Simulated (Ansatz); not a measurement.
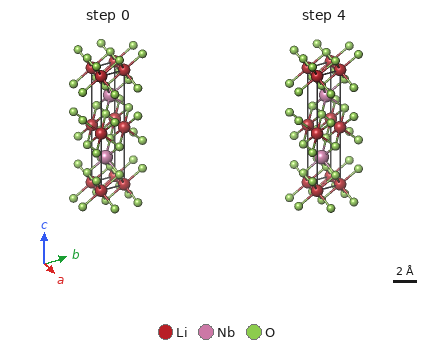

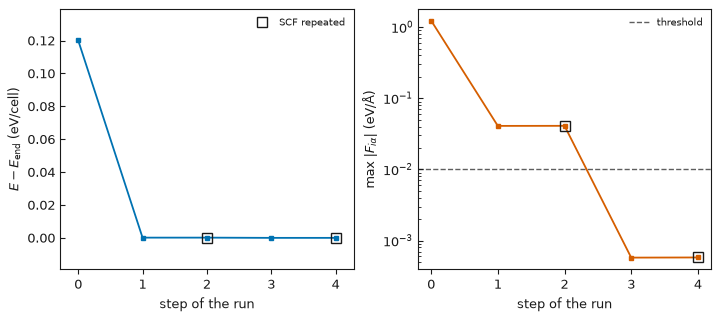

First and last geometry of a relaxation of solid LiNbO$_{2}$ (set up in P6_3/mmc), with the history of the run. A ball-and-stick model of the cell of the calculation, seen slightly off an axis.

Case: the database's cell, atoms relaxed.

Level of theory: Ansatz, DFT r2SCAN, scalar-relativistic, plane waves, PAW. Settings: plane-wave cutoff 500 eV; k-point mesh 12 × 12 × 4; occupations gaussian; smearing width 0.02 eV; no spin polarisation; atoms relaxed in a fixed cell; force threshold 0.01 eV/Å; at most 40 steps.

Did the run converge, and what did it change?

It converged. The largest moves, 0.049 Å, are those of O atoms. Nb and Li stay in place. The cell stays as it was. Among the contacts that change: Li–O 2.156 → 2.126 Å, Nb–O 2.112 → 2.142 Å. The space group stays P6_3/mmc (No. 194). Over 2 accepted moves (4 points after the start) the energy falls by 0.120 eV per cell of the calculation. The largest force component goes from 1.2 to 0.00058 eV/Å. 2 steps only repeated the SCF at the same geometry. The run took 35 s on 2 threads of Arm Neoverse V2, on a shared host, peak memory 0.64 GiB.
